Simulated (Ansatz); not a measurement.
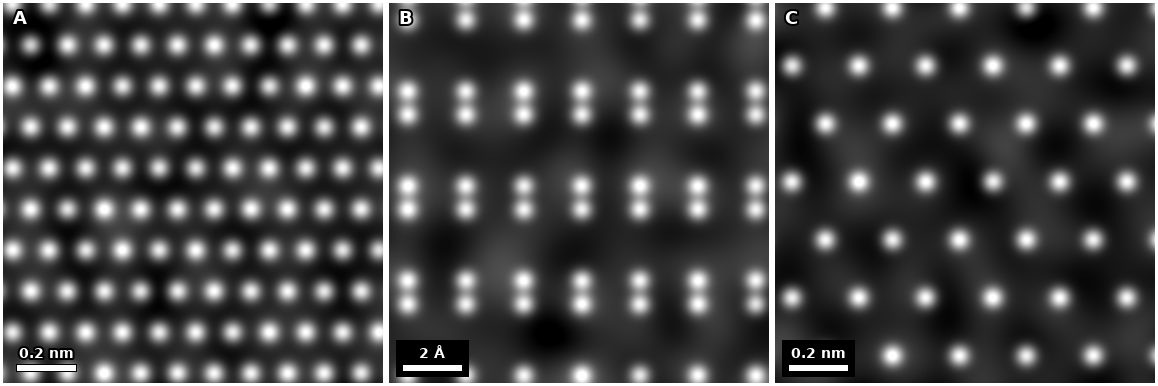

Three views of Mo (Fd-3m, No. 227) along different zone axes. Simulation: incoherent imaging, intensity Z^1.6 per atom, probe width 0.58 Å, thin sample. The probe carries 25 % of its weight in a tail 2.5 times as wide. The speckle of an amorphous layer was added. Model: coordinates from a relaxation with DFT, PBEsol, plane waves (420 eV) with PAW, scalar-relativistic (Ansatz); the starting structure was generated, so it need not be a known form of this composition.

```
CELL_PARAMETERS angstrom
5.61268 0.00000 0.00000
0.00000 5.61268 0.00000
0.00000 0.00000 5.61268
ATOMIC_POSITIONS crystal
Mo 0.75000 0.75000 0.75000
Mo 0.00000 0.50000 0.00000
Mo 0.75000 0.25000 0.25000
Mo 0.00000 0.00000 0.50000
Mo 0.25000 0.75000 0.25000
Mo 0.50000 0.50000 0.50000
Mo 0.25000 0.25000 0.75000
Mo 0.50000 0.00000 0.00000
```

> Match the panels to the zone axes [111], [210] and [211].

A is [210]: projected cell 1.26 × 1.54 Å, 114°, plane group c2mm. B is [211]: projected cell 1.98 × 3.24 Å, 90°, plane group p2mm. C is [111]: projected cell 2.29 × 2.29 Å, 120°, plane group p6mm.
